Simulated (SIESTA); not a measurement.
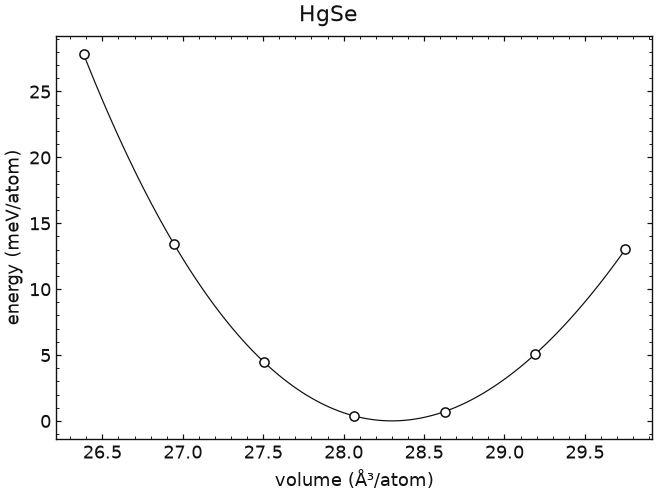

Plotted: energy against volume for HgSe, space group F-43m (No. 216).

Starting cell:
```
Hg Se
1.0
     0.00000    3.03900    3.03900
     3.03900    0.00000    3.03900
     3.03900    3.03900    0.00000
Hg Se
1 1
Cartesian
  0.0000 0.0000 0.0000
  4.5585 4.5585 4.5585
```

Computed with SIESTA 5.4.2: DFT in numerical atomic orbitals with pseudopotentials, no spin polarisation; energies at scaled volumes of the given cell, shape and fractions fixed, counted from the fit's minimum, third-order Birch-Murnaghan fit. Level: LDA.

| setting | value |
| --- | --- |
| k mesh | 8×8×8 |
| occupations | Fermi–Dirac |
| smearing width | 0.05 eV |
| potentials | PseudoDojo 0.4 standard, converted to PSML, two zetas on semicore shells |
| program settings | basis DZP, mesh cutoff 800 Ry |

This calculation gives: equilibrium volume 28.30 Å³/atom and bulk modulus 61.0 GPa.

Now Se is replaced by Te on all its sites, which gives HgTe in the same structure. The second calculation uses k mesh 7×7×7. What happens?

The equilibrium volume rises from 28.30 to 33.71 Å³/atom (+19 %) and the bulk modulus falls from 61.0 to 50.7 GPa (−17 %).

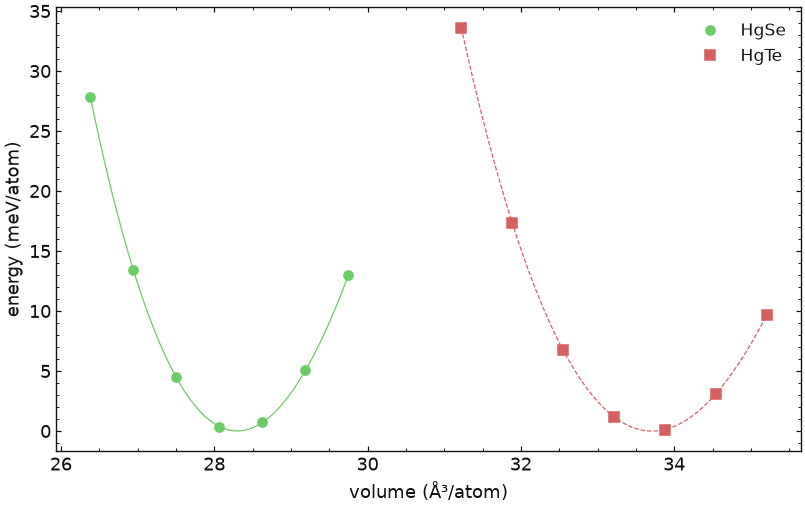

The two results together.

For both, limits of the calculation: mulliken charges of long orbitals; short basis over semicore shells; spin-orbit coupling left out, heavy elements; valence orbitals made in semicore potential.

V0 and the bulk modulus come from third-order Birch–Murnaghan fits.
